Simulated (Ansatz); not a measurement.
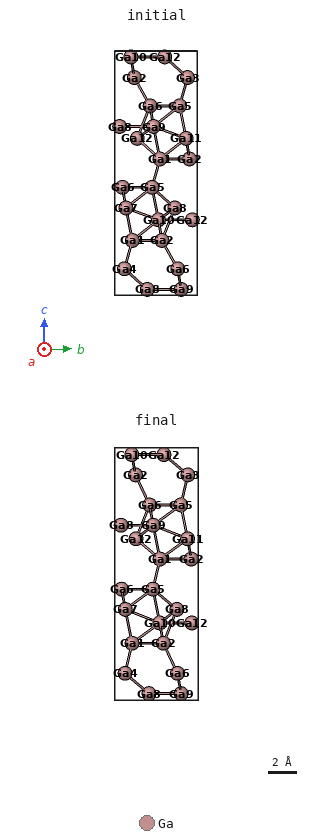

The structure of crystalline Ga (built on the alpha-boron_166 type) (coarse preliminary run) before (top) and after (bottom) a relaxation, at one scale.

The picture is a ball-and-stick view of the conventional cell (3 times the calculation's cell), seen along the a axis. Lengths and directions refer to the drawn axes.

Case: alpha-boron type (R-3m, No. 166).

Theory: Ansatz, DFT r2SCAN, scalar-relativistic, plane waves, PAW. (plane-wave cutoff 500 eV; k-point mesh 3 × 3 × 3; occupations gaussian; smearing width 0.1 eV; no spin polarisation; cell and atoms relaxed; force threshold 0.04 eV/Å; at most 70 steps)

> What changed between the two?

The largest moves relative to the cell, 0.11 Å, are those of Ga7, Ga8, Ga9, Ga10, Ga11 and Ga12. Ga10 goes along [−3 3 −1]. The volume changes by +5.7 %, with a = b 6.922 → 7.000 Å (+1.1 %), c 17.707 → 18.298 Å (+3.3 %). Some distances before and after: Ga7–Ga11 2.512 → 2.677 Å, Ga1–Ga2 2.468 → 2.617 Å, Ga10–Ga11 2.834 → 2.687 Å, Ga1–Ga7 2.534 → 2.639 Å. Among the angles between lasting bonds that change: Ga4–Ga1–Ga7 129.2° → 133.2°, Ga11–Ga1–Ga12 107.0° → 110.6°, Ga2–Ga1–Ga4 115.0° → 111.5°. The space group stays R-3m (No. 166). The energy falls by 74.3 meV per atom in 3 accepted moves (5 points after the start). The largest force component goes from 1.5 to 0.0041 eV/Å. The pressure goes from 6.59 to 0.00 GPa. The line search rejected the trial step at point 3 of the run. The SCF was repeated once at an unchanged geometry on a basis and grid sized afresh for the cell, which shifted the energy by 0.6 meV per atom at most.
